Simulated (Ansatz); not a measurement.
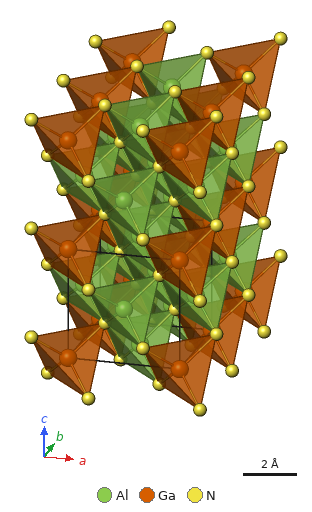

This is the input geometry for a relaxation of crystalline Al$_{3}$GaN$_{4}$ (set up in P-43m). Style: polyhedral. Shown: the cell of the calculation, repeated 1 × 2 × 2 with one cell outlined, from a free direction.

These are results of DFT LDA, scalar-relativistic, plane waves, PAW in Ansatz, not measurements.

Input
```yaml
crystal:
  lattice:
    - [4.40143853, 0.0, 0.0]
    - [0.0, 4.40143853, 0.0]
    - [0.0, 0.0, 4.40143853]
  atoms:
    - { symbol: Al, position: [0.5, 0.5, 0.0] }
    - { symbol: Al, position: [0.5, 0.0, 0.5] }
    - { symbol: Al, position: [0.0, 0.5, 0.5] }
    - { symbol: Ga, position: [0.0, 0.0, 0.0] }
    - { symbol: "N", position: [0.74416343, 0.74416343, 0.25583657] }
    - { symbol: "N", position: [0.74416343, 0.25583657, 0.74416343] }
    - { symbol: "N", position: [0.25583657, 0.74416343, 0.74416343] }
    - { symbol: "N", position: [0.25583657, 0.25583657, 0.25583657] }
basis:
  ecutwfc: 420
kpoints:
  mp_grid: { grid: [6, 6, 6] }
hamiltonian:
  xc: lda
scf:
  occupations: { method: gaussian, width: 0.02 }
output:
  forces: true
  stress: true
  eigenvalues: true
  write_density: true
  write_potential: true
  elf: true
  volumetric_format: npy
relax:
  adjacent_minimum: "off"
  f_tol: 0.005
  max_steps: 80
  cell: { stress_tol: 0.05 }
```

Command:
```bash
ansatz run input.yaml --threads 4 --pin off --max-ram 12288MiB --backend cpu --events-out ev --progress --plain --runs-dir out
```

What does the optimiser find from here?

Answer. The largest moves relative to the cell, 0.006 Å, are those of N5, N6, N7 and N8. N8 goes along [−1 −1 −1]. Al and Ga stay in place. The volume changes by −2.1 %, with a = b = c 4.401 → 4.370 Å (−0.7 %). Near-neighbour distances that change, for instance: Ga4–N5 1.950 → 1.931 Å, Al1–N5 1.892 → 1.880 Å. The space group stays P-43m (No. 215). The energy falls by 3.2 meV per atom in 4 accepted moves (6 points after the start). Largest force component: 0.08 eV/Å at the start, under 0.0001 eV/Å at the end. The pressure goes from −4.27 to 0.00 GPa. At 2 points the geometry stayed and the basis and grid were re-selected for the new cell (energy shift of 0.9 meV per atom at most each time). The run took 10 s on 4 threads of Oxide Virtual Turin-like Processor (Zen 5) (shared host), peak memory 0.44 GiB.
